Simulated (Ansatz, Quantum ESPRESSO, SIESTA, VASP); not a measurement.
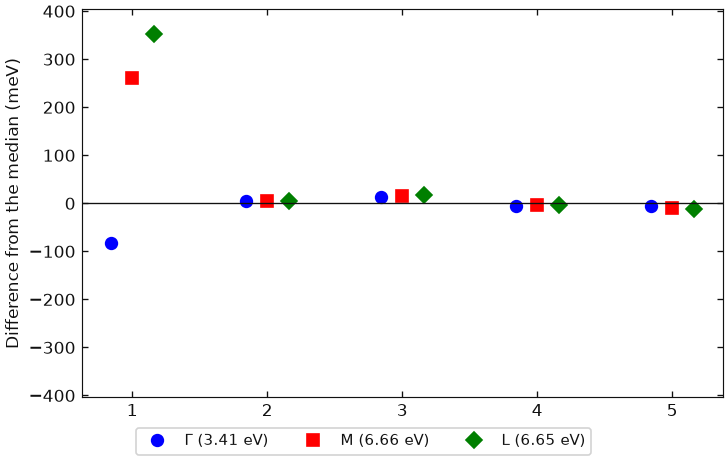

Direct gap at each named k point, for MgO, space group Pm (No. 6), 2 atoms in the cell, atoms moved at random, drawn with an rms of 0.05 Å; a = 2.94 Å, b = 2.94 Å, c = 2.68 Å, α = 90.00°, β = 90.00°, γ = 120.00°. Five runs by four programs used PBE (no spin polarisation, no spin-orbit coupling) on the same cell and 10×10×10 k mesh. The plot shows each result less the median of the plane-wave and all-electron runs, which the legend gives. In reduced coordinates of the cell that was run, M is (0.5, 0, 0) and L is (0.5, 0, 0.5). The smallest gap over all k points computed is less than these values: 3.02 eV in Ansatz, from the valence top at a point off the named ones to the conduction bottom at Γ.

> The programs are Ansatz, Ansatz LAPW, Quantum ESPRESSO, SIESTA and VASP. Which number lies farthest out, and which program is it likely to be?

Number 1, off by +351 meV at L; it is SIESTA (local basis). The numbers: 1 SIESTA; 2 Ansatz LAPW; 3 Ansatz; 4 Quantum ESPRESSO; 5 VASP.

The plane-wave and all-electron programs (Ansatz, Ansatz LAPW, VASP and Quantum ESPRESSO) agree within 31 meV at these points; their potentials differ as well, also in the shells treated as valence. SIESTA departs by up to +351 meV (at L).

| program | kind | valence electrons | Γ (eV) | M (eV) | L (eV) |
| --- | --- | --- | --- | --- | --- |
| SIESTA | local basis | 16 | 3.322 | 6.923 | 7.003 |
| Ansatz LAPW | all-electron | – | 3.410 | 6.667 | 6.656 |
| Ansatz | plane waves | 16 | 3.418 | 6.678 | 6.669 |
| Quantum ESPRESSO | plane waves | 8 | 3.400 | 6.659 | 6.647 |
| VASP | plane waves | 8 | 3.400 | 6.654 | 6.639 |

Settings. PseudoDojo 0.4 standard (PBE files), DZP (energy shift 0.002 Ry) basis, Fermi-Dirac smearing of 0.05 eV (SIESTA). all-electron LAPW, Fermi-Dirac smearing of 0.05 eV (Ansatz). Ansatz PAW, 420 eV cutoff, Fermi-Dirac smearing of 0.05 eV (Ansatz). SSSP 1.3 efficiency PBE, 748 eV cutoff, Fermi-Dirac smearing of 0.05 eV (Quantum ESPRESSO 7.5). VASP PAW PBE potentials, release 64 (Mg, O), 520 eV cutoff, Fermi-Dirac smearing of 0.05 eV (VASP).

LDA, GGA and most meta-GGA functionals understate gaps. The cell comes from a database of computed structures, and whether it is the stable form of this composition wasn't checked. SIESTA: the basis of atomic orbitals isn't converged, which shifts gaps and empty levels.
